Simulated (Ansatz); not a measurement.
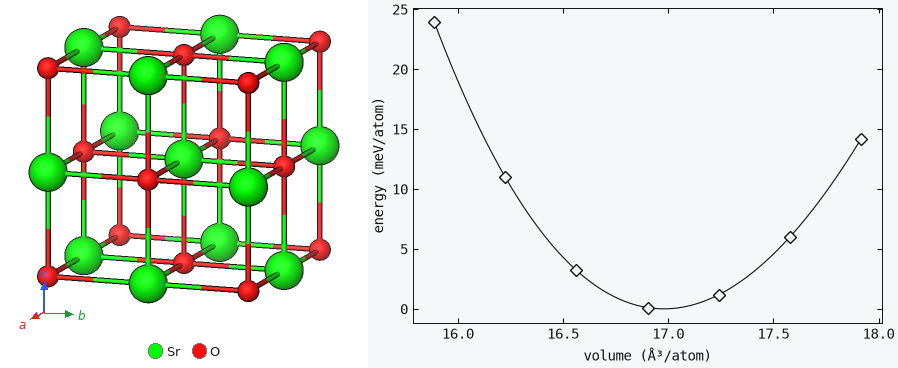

The plot gives the computed energy against volume for SrO, space group Fm-3m (No. 225). The conventional cell is drawn beside the plot.

Cell as given: a = 3.629 Å, b = 3.629 Å, c = 3.629 Å, α = 60.00°, β = 60.00°, γ = 60.00°; 2 atoms.

Method: plane-wave DFT, no spin polarisation; energies at scaled volumes of the given cell, shape and fractions fixed, counted from the fit's minimum, third-order Birch-Murnaghan fit (Ansatz 0.2.0). Level: r2SCAN with rVV10.

- k mesh: 9×9×9
- occupations: Fermi–Dirac
- smearing width: 0.05 eV
- potentials: Ansatz PAW
- wave cutoff: 500 eV
- density cutoff: 2500 eV

Give the values behind the plot as a table.

```json
{"volume (Å³/atom)": "15.89", "energy (meV/atom)": "23.94"}
{"volume (Å³/atom)": "16.23", "energy (meV/atom)": "10.99"}
{"volume (Å³/atom)": "16.56", "energy (meV/atom)": "3.22"}
{"volume (Å³/atom)": "16.90", "energy (meV/atom)": "0.11"}
{"volume (Å³/atom)": "17.24", "energy (meV/atom)": "1.17"}
{"volume (Å³/atom)": "17.58", "energy (meV/atom)": "5.98"}
{"volume (Å³/atom)": "17.92", "energy (meV/atom)": "14.14"}
```
